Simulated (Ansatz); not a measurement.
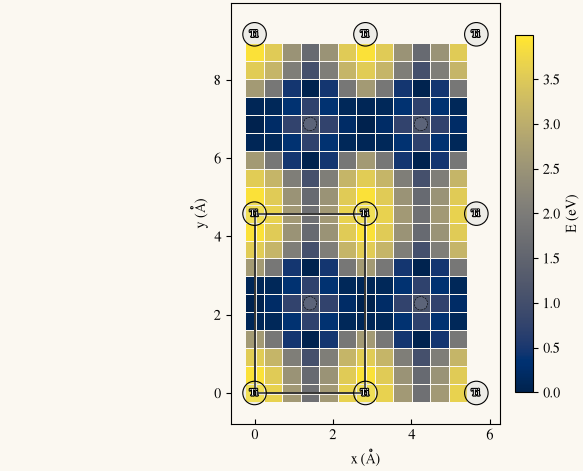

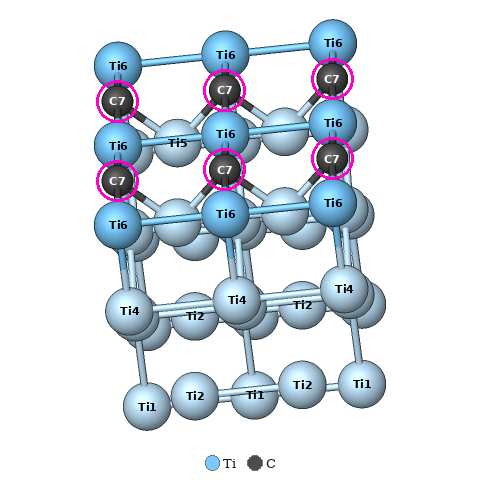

Energy landscape of C on a Ti(100) slab cut from the P6/mmm phase, its upper half relaxed before the scan (6 atoms of substrate and one adsorbate in a 1 × 1 cell). C is moved over the surface cell; relaxed at each place: the height of the adsorbate's atoms; substrate rigid; the origin of the map has the adsorbate above Ti6. Places are given modulo a cell vector. The map is drawn in real space over the plane of the surface. Grid: 6 × 10 points; 24 points were computed and 36 follow by symmetry. All energies are given in eV relative to the lowest grid point. The relaxed height changes by up to 1.0 Å between neighbouring points. With one adsorbate in each 1 × 1 cell, its nearest image is 2.8 Å away, so neighbouring adsorbates interact. These are results of DFT PBE, scalar-relativistic, plane waves, PAW in Ansatz 0.2.0, not measurements. Settings: cutoff 420 eV, k-mesh 9×6×1, gaussian smearing 0.1 eV, no spin polarisation.

Drawn: one coloured cell a grid point, labelled circles for the atoms of the top layer and small ones for the second layer, the outline of one cell of the 2 × 2 shown. The second picture is the structure at the lowest point; rings mark the moved atoms.

> Summarise what can be read from the map.

The lowest grid point is at the trough between two rows of top atoms, (0/6, 5/10) of the cell vectors. The highest grid point, the top site over a surface Ti atom, (0/6, 0/10) of the cell vectors, lies 3.99 eV above the lowest. At the lowest point the adsorbate has 2 Ti at 1.99 Å as nearest neighbours, at the highest 1 Ti at 1.90 Å. Its relaxed height above the top atom is 0.13 Å at the lowest and 1.90 Å at the highest point.

Grid values (eV):

| second ↓, first → | 0/6 | 1/6 | 2/6 | 3/6 | 4/6 | 5/6 |
| --- | --- | --- | --- | --- | --- | --- |
| 9/10 | 3.89 | 3.54 | 2.50 | 1.62 | 2.50 | 3.54 |
| 8/10 | 3.55 | 3.15 | 2.05 | 1.04 | 2.05 | 3.15 |
| 7/10 | 2.63 | 1.89 | 0.46 | 0.03 | 0.46 | 1.89 |
| 6/10 | 0.09 | 0.11 | 0.36 | 0.73 | 0.36 | 0.11 |
| 5/10 | 0.00 | 0.22 | 0.76 | 1.13 | 0.76 | 0.22 |
| 4/10 | 0.09 | 0.11 | 0.36 | 0.73 | 0.36 | 0.11 |
| 3/10 | 2.63 | 1.89 | 0.46 | 0.03 | 0.46 | 1.89 |
| 2/10 | 3.55 | 3.15 | 2.05 | 1.04 | 2.05 | 3.15 |
| 1/10 | 3.89 | 3.54 | 2.50 | 1.62 | 2.50 | 3.54 |
| 0/10 | 3.99 | 3.64 | 2.61 | 1.75 | 2.61 | 3.64 |

The whole map (24 points run) took 60 min on 2 threads of Arm Neoverse N1, on a shared host.

PAW datasets: the set soft_1.
